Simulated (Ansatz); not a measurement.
Run report: TiO2, geometry relaxation (part 3 of 3)

TiO2 (24 atoms in the cell); DFT, PBE, plane-wave PAW, default files, scalar-relativistic, no spin polarisation (Ansatz 0.2.0); cutoff 420 eV, 5×3×4 k-mesh, Fermi–Dirac smearing of 0.02 eV. The structure derives from an entry of the Crystallography Open Database. It belongs to a series of runs on one base structure; here: ions relaxed at fixed cell.

Geometry of the input (Å; fractional positions):
```
5.1450  0.0000  0.0000
0.0000  9.1850  0.0000
0.0000  0.0000  5.4470
Ti 0.1270  0.1270  0.8870
Ti 0.6270  0.3730  0.1130
Ti 0.8730  0.6270  0.6130
Ti 0.3730  0.8730  0.3870
Ti 0.8730  0.8730  0.1130
Ti 0.3730  0.6270  0.8870
Ti 0.1270  0.3730  0.3870
Ti 0.6270  0.1270  0.6130
O  0.4650  0.2300  0.8950
O  0.9650  0.2700  0.1050
O  0.5350  0.7300  0.6050
O  0.0350  0.7700  0.3950
O  0.5350  0.7700  0.1050
O  0.0350  0.7300  0.8950
O  0.4650  0.2700  0.3950
O  0.9650  0.2300  0.6050
O  0.8200  0.0100  0.8450
O  0.3200  0.4900  0.1550
O  0.1800  0.5100  0.6550
O  0.6800  0.9900  0.3450
O  0.1800  0.9900  0.1550
O  0.6800  0.5100  0.8450
O  0.8200  0.4900  0.3450
O  0.3200  0.0100  0.6550
```

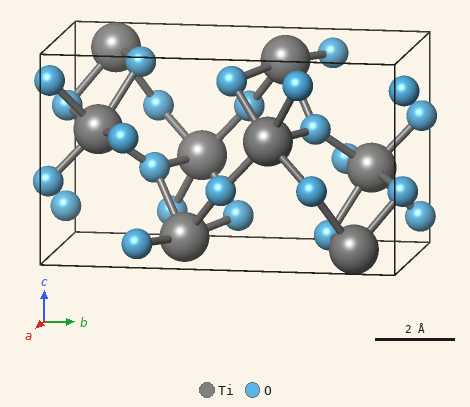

**Figure 1.** The geometry at step 4 of the log (ball-and-stick view of the cell of the calculation, seen slightly off an axis).

### File rho_z.tsv
```
# z_ang	rho[e/angstrom^3]
# format = ansatz-planar-average/11
# lattice	5.145000000	0.000000000	0.000000000
# lattice	0.000000000	9.185000000	0.000000000
# lattice	0.000000000	0.000000000	5.447000000
# sites	24
# site	22	0.713110532	1.184738962	4.932703848
# site	22	3.285610532	3.407761038	0.514296152
# site	22	4.431889468	5.777238962	3.237796152
# site	22	1.859389468	8.000261038	2.209203848
# site	22	4.431889468	8.000261038	0.514296152
# site	22	1.859389468	5.777238962	4.932703848
# site	22	0.713110532	3.407761038	2.209203848
# site	22	3.285610532	1.184738962	3.237796152
# site	8	2.390382705	2.111587895	4.854613505
# site	8	4.962882705	2.480912105	0.592386495
# site	8	2.754617295	6.704087895	3.315886495
# site	8	0.182117295	7.073412105	2.131113505
# site	8	2.754617295	7.073412105	0.592386495
# site	8	0.182117295	6.704087895	4.854613505
# site	8	2.390382705	2.480912105	2.131113505
# site	8	4.962882705	2.111587895	3.315886495
# site	8	4.198571969	0.089746544	4.633414821
# site	8	1.626071969	4.502753456	0.813585179
# site	8	0.946428031	4.682246544	3.537085179
# site	8	3.518928031	9.095253456	1.909914821
# site	8	0.946428031	9.095253456	0.813585179
# site	8	3.518928031	4.682246544	4.633414821
# site	8	4.198571969	4.502753456	1.909914821
# site	8	1.626071969	0.089746544	3.537085179
0.000000	6.019177e-1
0.136175	6.522112e-1
0.272350	7.764664e-1
0.408525	9.142110e-1
0.544700	1.004273e0
0.680875	1.005460e0
0.817050	9.064791e-1
0.953225	7.354033e-1
1.089400	5.535389e-1
1.225575	4.222030e-1
1.361750	3.755457e-1
1.497925	4.222030e-1
1.634100	5.535389e-1
1.770275	7.354033e-1
1.906450	9.064791e-1
2.042625	1.005460e0
2.178800	1.004273e0
2.314975	9.142110e-1
2.451150	7.764664e-1
2.587325	6.522112e-1
2.723500	6.019177e-1
2.859675	6.522112e-1
2.995850	7.764664e-1
3.132025	9.142110e-1
3.268200	1.004273e0
3.404375	1.005460e0
3.540550	9.064791e-1
3.676725	7.354033e-1
3.812900	5.535389e-1
3.949075	4.222030e-1
4.085250	3.755457e-1
4.221425	4.222030e-1
4.357600	5.535389e-1
4.493775	7.354033e-1
4.629950	9.064791e-1
4.766125	1.005460e0
4.902300	1.004273e0
5.038475	9.142110e-1
5.174650	7.764664e-1
5.310825	6.522112e-1
```

### Trajectory as extended XYZ (Å, eV, eV/Å), 6 frames, from step=1 to step=6
```
24
Lattice="5.1450 0.0000 0.0000 0.0000 9.1850 0.0000 0.0000 0.0000 5.4470" Properties=species:S:1:pos:R:3:forces:R:3 step=1 energy=-29109.21809
Ti    0.6534    1.1665    4.8315    0.3475   0.6849   0.2997
Ti    3.2259    3.4260    0.6155    0.3475  -0.6849  -0.2997
Ti    4.4916    5.7590    3.3390   -0.3475   0.6849  -0.2997
Ti    1.9191    8.0185    2.1080   -0.3475  -0.6849   0.2997
Ti    4.4916    8.0185    0.6155   -0.3475  -0.6849  -0.2997
Ti    1.9191    5.7590    4.8315   -0.3475   0.6849   0.2997
Ti    0.6534    3.4260    2.1080    0.3475  -0.6849   0.2997
Ti    3.2259    1.1665    3.3390    0.3475   0.6849  -0.2997
O     2.3924    2.1126    4.8751   -0.1164  -0.0984  -0.1039
O     4.9649    2.4800    0.5719   -0.1164   0.0984   0.1039
O     2.7526    6.7050    3.2954    0.1164  -0.0984   0.1039
O     0.1801    7.0724    2.1516    0.1164   0.0984  -0.1039
O     2.7526    7.0724    0.5719    0.1164   0.0984   0.1039
O     0.1801    6.7050    4.8751    0.1164  -0.0984  -0.1039
O     2.3924    2.4800    2.1516   -0.1164   0.0984  -0.1039
O     4.9649    2.1126    3.2954   -0.1164  -0.0984   0.1039
O     4.2189    0.0919    4.6027   -0.0680  -0.3607   0.2956
O     1.6464    4.5007    0.8443   -0.0680   0.3607  -0.2956
O     0.9261    4.6844    3.5678    0.0680  -0.3607  -0.2956
O     3.4986    9.0931    1.8792    0.0680   0.3607   0.2956
O     0.9261    9.0931    0.8443    0.0680   0.3607  -0.2956
O     3.4986    4.6844    4.6027    0.0680  -0.3607   0.2956
O     4.2189    4.5007    1.8792   -0.0680   0.3607   0.2956
O     1.6464    0.0919    3.5678   -0.0680  -0.3607  -0.2956
24
Lattice="5.1450 0.0000 0.0000 0.0000 9.1850 0.0000 0.0000 0.0000 5.4470" Properties=species:S:1:pos:R:3:forces:R:3 step=2 energy=-29109.31208
Ti    0.6668    1.1792    4.8371    0.2749   0.2042   0.3095
Ti    3.2393    3.4133    0.6099    0.2749  -0.2042  -0.3095
Ti    4.4782    5.7717    3.3334   -0.2749   0.2042  -0.3095
Ti    1.9057    8.0058    2.1136   -0.2749  -0.2042   0.3095
Ti    4.4782    8.0058    0.6099   -0.2749  -0.2042  -0.3095
Ti    1.9057    5.7717    4.8371   -0.2749   0.2042   0.3095
Ti    0.6668    3.4133    2.1136    0.2749  -0.2042   0.3095
Ti    3.2393    1.1792    3.3334    0.2749   0.2042  -0.3095
O     2.4005    2.1156    4.8639   -0.1321  -0.0684  -0.0435
O     4.9730    2.4769    0.5831   -0.1321   0.0684   0.0435
O     2.7445    6.7081    3.3066    0.1321  -0.0684   0.0435
O     0.1720    7.0694    2.1404    0.1321   0.0684  -0.0435
O     2.7445    7.0694    0.5831    0.1321   0.0684   0.0435
O     0.1720    6.7081    4.8639    0.1321  -0.0684  -0.0435
O     2.4005    2.4769    2.1404   -0.1321   0.0684  -0.0435
O     4.9730    2.1156    3.3066   -0.1321  -0.0684   0.0435
O     4.2228    0.0964    4.6132   -0.1220  -0.2710   0.1792
O     1.6503    4.4961    0.8338   -0.1220   0.2710  -0.1792
O     0.9222    4.6889    3.5573    0.1220  -0.2710  -0.1792
O     3.4947    9.0886    1.8897    0.1220   0.2710   0.1792
O     0.9222    9.0886    0.8338    0.1220   0.2710  -0.1792
O     3.4947    4.6889    4.6132    0.1220  -0.2710   0.1792
O     4.2228    4.4961    1.8897   -0.1220   0.2710   0.1792
O     1.6503    0.0964    3.5573   -0.1220  -0.2710  -0.1792
24
Lattice="5.1450 0.0000 0.0000 0.0000 9.1850 0.0000 0.0000 0.0000 5.4470" Properties=species:S:1:pos:R:3:forces:R:3 step=3 energy=-29109.40054
Ti    0.6806    1.1883    4.8554    0.1987  -0.1600   0.2852
Ti    3.2531    3.4042    0.5916    0.1987   0.1600  -0.2852
Ti    4.4644    5.7808    3.3151   -0.1987  -0.1600  -0.2852
Ti    1.8919    7.9967    2.1319   -0.1987   0.1600   0.2852
Ti    4.4644    7.9967    0.5916   -0.1987   0.1600  -0.2852
Ti    1.8919    5.7808    4.8554   -0.1987  -0.1600   0.2852
Ti    0.6806    3.4042    2.1319    0.1987   0.1600   0.2852
Ti    3.2531    1.1883    3.3151    0.1987  -0.1600  -0.2852
O     2.4005    2.1164    4.8436   -0.1308   0.0191   0.0787
O     4.9730    2.4761    0.6034   -0.1308  -0.0191  -0.0787
O     2.7445    6.7089    3.3269    0.1308   0.0191  -0.0787
O     0.1720    7.0686    2.1201    0.1308  -0.0191   0.0787
O     2.7445    7.0686    0.6034    0.1308  -0.0191  -0.0787
O     0.1720    6.7089    4.8436    0.1308   0.0191   0.0787
O     2.4005    2.4761    2.1201   -0.1308  -0.0191   0.0787
O     4.9730    2.1164    3.3269   -0.1308   0.0191  -0.0787
O     4.2163    0.0947    4.6241   -0.0988  -0.1501   0.0928
O     1.6438    4.4978    0.8229   -0.0988   0.1501  -0.0928
O     0.9287    4.6872    3.5464    0.0988  -0.1501  -0.0928
O     3.5012    9.0903    1.9006    0.0988   0.1501   0.0928
O     0.9287    9.0903    0.8229    0.0988   0.1501  -0.0928
O     3.5012    4.6872    4.6241    0.0988  -0.1501   0.0928
O     4.2163    4.4978    1.9006   -0.0988   0.1501   0.0928
O     1.6438    0.0947    3.5464   -0.0988  -0.1501  -0.0928
24
Lattice="5.1450 0.0000 0.0000 0.0000 9.1850 0.0000 0.0000 0.0000 5.4470" Properties=species:S:1:pos:R:3:forces:R:3 step=4 energy=-29109.54426
Ti    0.7206    1.1818    4.9298   -0.0486   0.0220   0.0081
Ti    3.2931    3.4107    0.5172   -0.0486  -0.0220  -0.0081
Ti    4.4244    5.7743    3.2407    0.0486   0.0220  -0.0081
Ti    1.8519    8.0032    2.2063    0.0486  -0.0220   0.0081
Ti    4.4244    8.0032    0.5172    0.0486  -0.0220  -0.0081
Ti    1.8519    5.7743    4.9298    0.0486   0.0220   0.0081
Ti    0.7206    3.4107    2.2063   -0.0486  -0.0220   0.0081
Ti    3.2931    1.1818    3.2407   -0.0486   0.0220  -0.0081
O     2.3811    2.1178    4.8619    0.0811  -0.0505  -0.0610
O     4.9536    2.4747    0.5851    0.0811   0.0505   0.0610
O     2.7639    6.7103    3.3086   -0.0811  -0.0505   0.0610
O     0.1914    7.0672    2.1384   -0.0811   0.0505  -0.0610
O     2.7639    7.0672    0.5851   -0.0811   0.0505   0.0610
O     0.1914    6.7103    4.8619   -0.0811  -0.0505  -0.0610
O     2.3811    2.4747    2.1384    0.0811   0.0505  -0.0610
O     4.9536    2.1178    3.3086    0.0811  -0.0505   0.0610
O     4.2104    0.0800    4.6181   -0.0608  -0.0005   0.0291
O     1.6379    4.5125    0.8289   -0.0608   0.0005  -0.0291
O     0.9346    4.6725    3.5524    0.0608  -0.0005  -0.0291
O     3.5071    9.1050    1.8946    0.0608   0.0005   0.0291
O     0.9346    9.1050    0.8289    0.0608   0.0005  -0.0291
O     3.5071    4.6725    4.6181    0.0608  -0.0005   0.0291
O     4.2104    4.5125    1.8946   -0.0608   0.0005   0.0291
O     1.6379    0.0800    3.5524   -0.0608  -0.0005  -0.0291
24
Lattice="5.1450 0.0000 0.0000 0.0000 9.1850 0.0000 0.0000 0.0000 5.4470" Properties=species:S:1:pos:R:3:forces:R:3 step=5 energy=-29109.55567
Ti    0.7131    1.1847    4.9327    0.0107   0.0100  -0.0064
Ti    3.2856    3.4078    0.5143    0.0107  -0.0100   0.0064
Ti    4.4319    5.7772    3.2378   -0.0107   0.0100   0.0064
Ti    1.8594    8.0003    2.2092   -0.0107  -0.0100  -0.0064
Ti    4.4319    8.0003    0.5143   -0.0107  -0.0100   0.0064
Ti    1.8594    5.7772    4.9327   -0.0107   0.0100  -0.0064
Ti    0.7131    3.4078    2.2092    0.0107  -0.0100  -0.0064
Ti    3.2856    1.1847    3.2378    0.0107   0.0100   0.0064
O     2.3904    2.1116    4.8546   -0.0074   0.0104  -0.0012
O     4.9629    2.4809    0.5924   -0.0074  -0.0104   0.0012
O     2.7546    6.7041    3.3159    0.0074   0.0104   0.0012
O     0.1821    7.0734    2.1311    0.0074  -0.0104  -0.0012
O     2.7546    7.0734    0.5924    0.0074  -0.0104   0.0012
O     0.1821    6.7041    4.8546    0.0074   0.0104  -0.0012
O     2.3904    2.4809    2.1311   -0.0074  -0.0104  -0.0012
O     4.9629    2.1116    3.3159   -0.0074   0.0104   0.0012
O     4.1986    0.0897    4.6334   -0.0100  -0.0156  -0.0041
O     1.6261    4.5028    0.8136   -0.0100   0.0156   0.0041
O     0.9464    4.6822    3.5371    0.0100  -0.0156   0.0041
O     3.5189    9.0953    1.9099    0.0100   0.0156  -0.0041
O     0.9464    9.0953    0.8136    0.0100   0.0156   0.0041
O     3.5189    4.6822    4.6334    0.0100  -0.0156  -0.0041
O     4.1986    4.5028    1.9099   -0.0100   0.0156  -0.0041
O     1.6261    0.0897    3.5371   -0.0100  -0.0156   0.0041
24
Lattice="5.1450 0.0000 0.0000 0.0000 9.1850 0.0000 0.0000 0.0000 5.4470" Properties=species:S:1:pos:R:3:forces:R:3 step=6 energy=-29109.55567
Ti    0.7131    1.1847    4.9327    0.0107   0.0100  -0.0064
Ti    3.2856    3.4078    0.5143    0.0107  -0.0100   0.0064
Ti    4.4319    5.7772    3.2378   -0.0107   0.0100   0.0064
Ti    1.8594    8.0003    2.2092   -0.0107  -0.0100  -0.0064
Ti    4.4319    8.0003    0.5143   -0.0107  -0.0100   0.0064
Ti    1.8594    5.7772    4.9327   -0.0107   0.0100  -0.0064
Ti    0.7131    3.4078    2.2092    0.0107  -0.0100  -0.0064
Ti    3.2856    1.1847    3.2378    0.0107   0.0100   0.0064
O     2.3904    2.1116    4.8546   -0.0074   0.0104  -0.0012
O     4.9629    2.4809    0.5924   -0.0074  -0.0104   0.0012
O     2.7546    6.7041    3.3159    0.0074   0.0104   0.0012
O     0.1821    7.0734    2.1311    0.0074  -0.0104  -0.0012
O     2.7546    7.0734    0.5924    0.0074  -0.0104   0.0012
O     0.1821    6.7041    4.8546    0.0074   0.0104  -0.0012
O     2.3904    2.4809    2.1311   -0.0074  -0.0104  -0.0012
O     4.9629    2.1116    3.3159   -0.0074   0.0104   0.0012
O     4.1986    0.0897    4.6334   -0.0100  -0.0157  -0.0041
O     1.6261    4.5028    0.8136   -0.0100   0.0157   0.0041
O     0.9464    4.6822    3.5371    0.0100  -0.0157   0.0041
O     3.5189    9.0953    1.9099    0.0100   0.0157  -0.0041
O     0.9464    9.0953    0.8136    0.0100   0.0157   0.0041
O     3.5189    4.6822    4.6334    0.0100  -0.0157  -0.0041
O     4.1986    4.5028    1.9099   -0.0100   0.0157  -0.0041
O     1.6261    0.0897    3.5371   -0.0100  -0.0157   0.0041
```

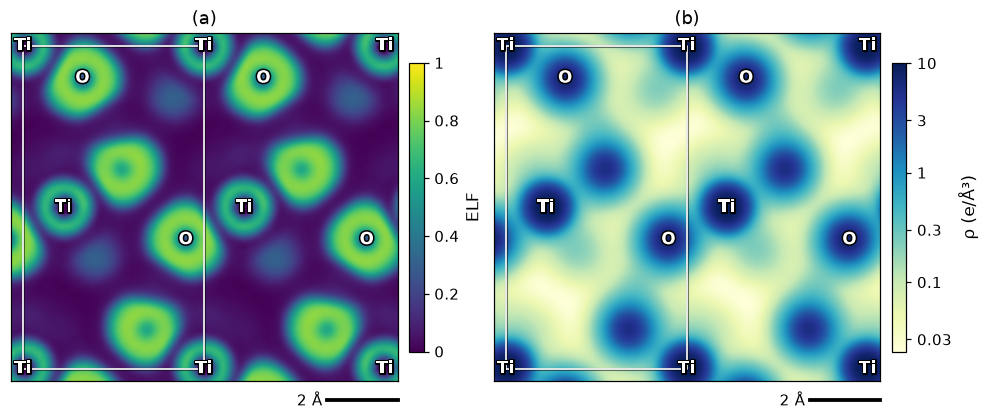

**Figure 2.** (a) ELF; (b) valence electron density on the (001) plane of the conventional cell. Atoms in the plane: Ti and O. Ti–O (1.92 Å): ρ at the midpoint is about 0.78 e/Å³; the ELF is about 0.20 at the midpoint. Away from the nuclei the density in this plane falls to 0.02 e/Å³ at its lowest. The strong features right at Ti lie inside the PAW spheres (semicore, d or f shells) and say nothing about bonding. The fields are those of the smooth PAW valence density.

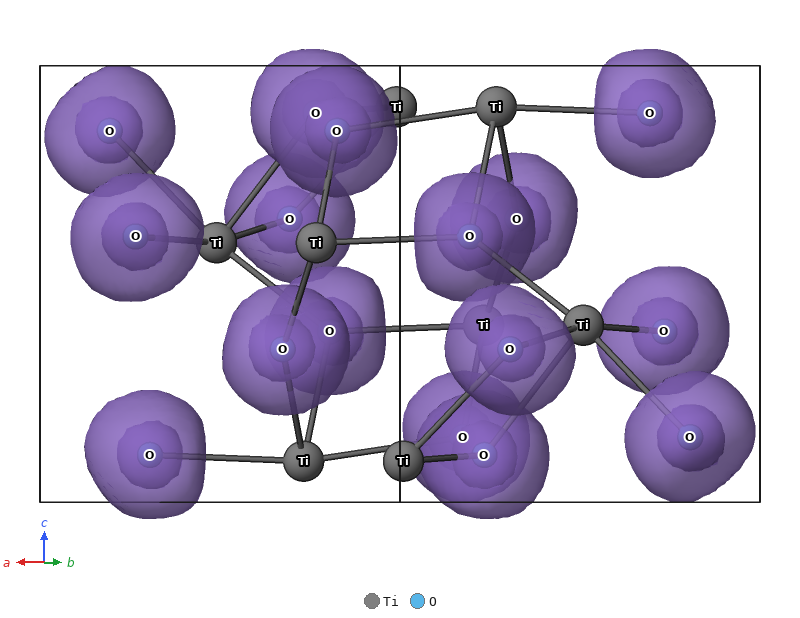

**Figure 3.** Isosurface of the ELF at 0.75 (purple), seen along [110]. Core shells and regions of very low density are left out. Sticks mark near contacts. The outline is the cell set on symmetry axes. Profiles from the grid: Ti–O (1.86 Å): the ELF is about 0.25 at the midpoint. Ti–O (1.92 Å): the ELF is about 0.20 at the midpoint.
